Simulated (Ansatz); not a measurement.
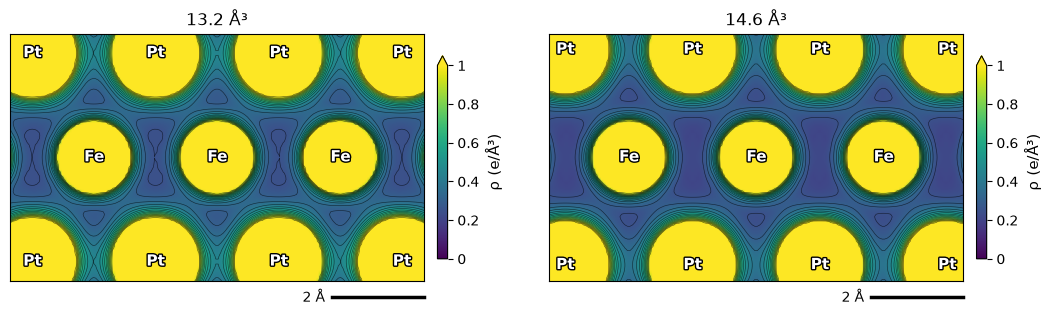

FePt. The valence charge density (pseudo) of cells scaled evenly to different volumes (given per atom above each panel), on the (011̄) plane of each (indices in the axes of the cell below), at one length scale and on one colour scale.

Spin-polarised.

Level of theory: Kohn-Sham DFT of a periodic cell, r2SCAN, Ansatz PAW in Ansatz.

Core electrons are frozen (PAW), and the valence fields are smoothed inside the atomic spheres.

The largest cell:

```xyz
2
Lattice="2.7769 0.0000 0.0000 0.0000 2.7769 0.0000 0.0000 0.0000 3.7930" Properties=species:S:1:pos:R:3 pbc="T T T"
Pt    1.3885    1.3885    1.8965
Fe    0.0000    0.0000    0.0000
```

| volume (Å³/atom) | Fe–Pt contact in the plane (Å) | ρ at its midpoint (e/Å³) | pressure (GPa) | largest moment (μB) | 
| --- | --- | --- | --- | --- |
| 13.24 | 2.641 | 0.376 | 12.3 | 3.23 | 
| 14.35 | 2.713 | ? | ? | ? | 
| 14.62 | 2.730 | 0.321 | −9.6 | 3.35 | 

> Estimate the missing row, and compare with the calculation.

Over the known rows ln ρ falls by 1.78 per Å of Fe–Pt distance (the line through the two), which gives 0.331 e/Å³ at 2.713 Å; the calculation gives 0.331 e/Å³. For the pressure, a straight line in volume between the neighbouring rows gives −5.3 GPa; the calculation gives −6.1, lower because pressure rises ever faster on compression. For the largest moment, a straight line in volume between the neighbouring rows gives 3.33 μB; the calculation gives 3.34.
